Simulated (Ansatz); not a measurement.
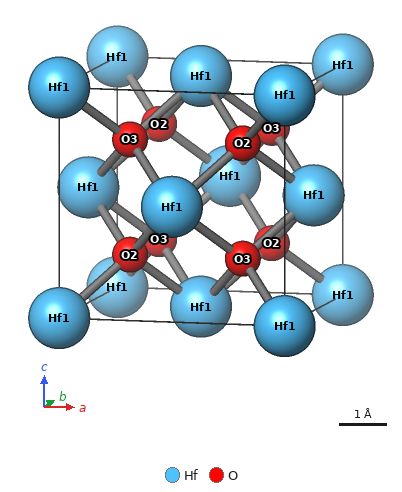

**Figure 1.** The structure as given in the input (ball-and-stick view of the cell 4 times as large as that of the calculation, set on its symmetry axes, seen slightly off an axis; atoms are numbered from 1 in the order of the input). An atom can appear more than once, as a periodic image. Near neighbours in the periodic cell (some may lie outside the picture): Hf has 8 O at 2.19 Å; O has 4 Hf at 2.19 Å.

HfO2: single-point calculation

System: HfO2 (Fm-3m, 3 atoms in the cell).
Method: DFT, PBEsol, plane waves, PAW, no spin polarisation (Ansatz 0.2.0).

The structure was built on a prototype by a generator. The geometry comes from this level: r2SCAN. It belongs to a series of runs on one base structure; here: basis.ecutrho_ratio = 12. Figures and captions count atoms from 1; the log counts them from 0 in places.

**Log**
```
scf.n_extra_bands = 4 over 19 filled bands (N_el = 38.0): the run solves 23 bands
Engine: ansatz 0.2.0, aarch64-unknown-linux-gnu
Pseudopotentials: kind: paw
Pseudopotential: Hf, paw, valence charge 26, recommended cutoff 420 eV (normal), Hf.paw.azcp
Pseudopotential: O, paw, valence charge 6, recommended cutoff 420 eV (normal), O.paw.azcp
Functional definition: PBEsol
  exchange = pbesol_x
  correlation = pbesol_c
Crystal: 3 atoms, lattice volume = 32.357 Å³
Basis set: ecut = 420 eV, 609 PW (Γ), exchange–correlation on 90×90×90 points (8 copies of the dense FFT grid, shifted against one another)
Bands: 23, of which v1, the nominal top of the filled ones, is band 19 counted from 1 (18 counted from 0)
Symmetry: 48 space group operations
Space group: Fm-3m (ITA 225), of the structure as read, at distance tolerance 3.2e-5 Å
k-points: 16 of 216
Non-local potential: Hf, projectors of the file, l = 0: 3, l = 1: 2, l = 2: 2, l = 3: 3
Non-local potential: O, projectors of the file, l = 0: 2, l = 1: 2, l = 2: 1
PAW form: soft (Blöchl's): semilocal exchange-correlation on the pseudo side does not see the compensation charge
PAW frozen core: Hf, regenerated for the run's functional, and the local potential with it (the file was generated under x = pbe(κ = 0.804, μ = 0.2195149727645171), c = pbe(β = 0.06672455060314922))
PAW frozen core: O, regenerated for the run's functional, and the local potential with it (the file was generated under x = pbe(κ = 0.804, μ = 0.2195149727645171), c = pbe(β = 0.06672455060314922))
PAW one-centre angular grid: Hf, 590 points (default); XC on 64 Gauss nodes
PAW one-centre angular grid: O, 110 points (default); XC on 64 Gauss nodes
Initial density: superposition of atomic densities (neutral atoms: chi_scale 0, normalization atom), corrected by the library's trained network
Initial wavefunctions: pseudopotential atomic-orbital guess
Functional: x = pbesol(κ = 0.804, μ = 0.12345679012345678), c = pbesol(β = 0.046)
SCF iter   1: F=—  HF=-16725.090213 eV  |F-HF|=—  |Δ(HF+E_count)|=         —  Δρ=1.70e-2  dr2=7.37e-2  ethr=1.77e-3  ⟨swp⟩=4.1  Hψ=1203  notcnv=0  defer=31
preconditioner: auto → none  [insulator: Δε(μ)=3.471 eV  Ē_g=18.161 eV  n_scr=14 (ndim 8)  ℏωp=39.2 eV  f_vac=0.064  ε∞_Penn≈5.7]
SCF iter   2: F=—  HF=-16725.079066 eV  |F-HF|=—  |Δ(HF+E_count)|=   1.11e-2  Δρ=1.04e-2  dr2=2.85e-2  ethr=1.94e-4  ⟨swp⟩=2.0  Hψ=765  notcnv=0  defer=32
SCF iter   3: F=—  HF=-16725.071307 eV  |F-HF|=—  |Δ(HF+E_count)|=   7.76e-3  Δρ=1.33e-3  dr2=2.35e-4  ethr=7.51e-5  ⟨swp⟩=2.0  Hψ=617  notcnv=0  defer=32
SCF iter   4: F=—  HF=-16725.071398 eV  |F-HF|=—  |Δ(HF+E_count)|=   9.06e-5  Δρ=5.39e-4  dr2=2.77e-5  ethr=6.19e-7  ⟨swp⟩=2.4  Hψ=661  notcnv=0  defer=31
SCF iter   5: F=—  HF=-16725.071428 eV  |F-HF|=—  |Δ(HF+E_count)|=   3.07e-5  Δρ=1.20e-4  dr2=1.41e-6  ethr=7.28e-8  ⟨swp⟩=2.5  Hψ=663  notcnv=0
SCF iter   6: F=-16725.071430 eV  HF=-16725.071430 eV  |F-HF|=3.11e-9  |Δ(HF+E_count)|=   2.01e-6  Δρ=8.00e-6  dr2=1.00e-8  ethr=2.63e-10  ⟨swp⟩=7.0  Hψ=1893  notcnv=0
SCF 1 converged in 6 iterations: F = -16725.071430 eV  dr2 = 1.00e-8
  greatest PAW one-centre occupation: 0.999 electrons in one spin orbital (limit 2), on the Hf atom at site 0 (counted from 0), in its partial waves of l = 3
SCF converged after 6 iterations
Free energy (F): -16725.071430 eV
Harris-Foulkes:  -16725.071430 eV  (|F-HF|=3.11e-9)
Internal energy: -16725.071430 eV  (E = F + TS)
E sigma→0 (E₀):  -16725.071430 eV
Fermi energy:    16.048247 eV
--- Per-component energies (eV) ---
  E_band       = 54.439632
  E_kinetic    = 771.025534
  E_local      = -5719.279540  (includes V_loc(G=0)·N_el)
  E_nonlocal   = -1140.967507
  E_hartree    = 2622.432476
  E_xc         = -443.505130
  E_vxc        = -453.234394  (∫ρ·V_xc dr)
  E_paw        = -7110.820614  (= ΣΔE_a)
  E_vpaw       = 1352.037839  (= ΣTr[D̂ρ^β])
  E_aug_tail   = 0.000004  (compensation charges beyond the density's cutoff)
  E_ewald      = -5705.278322
  E_core_change = 1.321667  (= ΣΔE_core)
  E_smearing   = -0.000000  (= −TS)
  E_closure    = -0.000000  (closes the sum)
  Σ components = -16725.071430   (vs F -16725.071430, Δ=0.00e0)
--- Forces (eV/Å), atoms counted from 1 ---
  atom   1  Hf    -0.00000000     0.00000000    -0.00000000
  atom   2  O     -0.00000000    -0.00000000     0.00000000
  atom   3  O     -0.00000000     0.00000000     0.00000000
  max |Σ_I F_I| component: 6.36e-18 eV/Å
--- Stress (GPa, compression-positive) ---
       -2.242491      -0.000000      -0.000000
        0.000000      -2.242491      -0.000000
       -0.000000       0.000000      -2.242491
  P = ⅓ Tr σ = -2.2425 GPa (-22.425 kbar)
--- Band table (eV; the first three rows and the last of 16) ---
  k-point 0: bands = ["-44.8997", "-13.4537", "-13.4537", "-13.4537", "-2.7270", "0.2182", "5.2027", "5.2027", "5.2027", "5.2720", "5.2720", "5.2720", "5.4888", "10.5513", "10.5513", "10.5513", "15.4194", "15.4194", "15.4194", "19.8376", "19.8376", "21.6938", "26.5513"]
  k-point 1: bands = ["-44.8960", "-13.5772", "-13.4672", "-13.4672", "-2.3628", "-0.0273", "5.2083", "5.2083", "5.2098", "5.2618", "5.2618", "5.2722", "5.4095", "10.8198", "10.8198", "11.3008", "14.6513", "14.9404", "14.9404", "20.3087", "20.3087", "22.6438", "25.4623"]
  k-point 2: bands = ["-44.8885", "-13.8095", "-13.4940", "-13.4940", "-1.6906", "-0.3665", "5.2146", "5.2146", "5.2307", "5.2498", "5.2498", "5.2728", "5.3120", "11.3547", "11.3547", "12.6713", "13.4416", "14.3296", "14.3296", "20.6797", "20.6797", "22.8273", "25.5318"]
  k-point 15: bands = ["-44.8798", "-13.8588", "-13.6792", "-13.5881", "-0.8323", "-0.6170", "5.2266", "5.2320", "5.2334", "5.2378", "5.2404", "5.2520", "5.2758", "10.0194", "11.5469", "12.9495", "13.9020", "14.5345", "15.8927", "20.4177", "21.3508", "22.8726", "23.5444"]
```

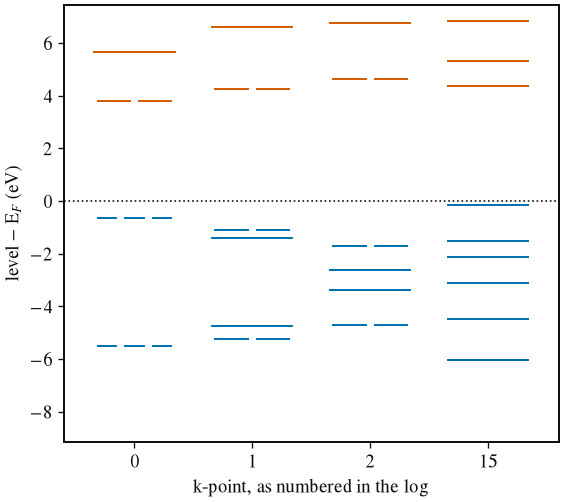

**Figure 2.** Kohn–Sham levels near the Fermi level (dotted) at the few k-points that the log prints; levels within 0.02 eV of each other stand side by side. Among these points the highest filled and lowest empty levels are 3.94 eV apart; the gap on the full mesh, 3.67 eV, has an edge at a point that isn't printed.

This output came from the following input.

**The input**
```yaml
crystal:
  lattice:
    - [0.0, 2.5291823194, 2.5291823194]
    - [2.5291823194, 0.0, 2.5291823194]
    - [2.5291823194, 2.5291823194, 0.0]
  atoms:
    - { symbol: Hf, position: [0.0, 0.0, 0.0] }
    - { symbol: O, position: [0.25, 0.25, 0.25] }
    - { symbol: O, position: [0.75, 0.75, 0.75] }
kpoints:
  mp_grid: { grid: [6, 6, 6] }
hamiltonian:
  xc: pbesol
scf:
  occupations: { method: fixed }
  n_extra_bands: 4
  max_iter: 67
output:
  forces: true
  stress: true
  eigenvalues: true
basis:
  ecutrho_ratio: 12
```

Run as:
```bash
ansatz run input.yaml --threads 4 --pin off --max-ram 3686MiB --backend cpu --events-out ev --progress --plain --runs-dir out
```

**Results in brief**

```csv
quantity,value
outcome,converged
space group (tolerance 0.01 Å),Fm-3m (225)
electrons treated,38
free energy,−16725.0714 eV
Fermi energy,16.048 eV
gap on the k-point mesh,3.67 eV
pressure,−2.24 GPa
largest force (length of the vector),under 0.001 eV/Å
hardware,"4 threads of Arm Neoverse V1, 112 GiB of memory available, shared host"
wall time,0.99 s (CPU time 1.7 s)
peak memory,0.36 GiB
```

**Remarks**

Settings chosen away from the usual ones: basis.ecutrho_ratio = 12. Spin–orbit coupling is left out, which matters for Hf.
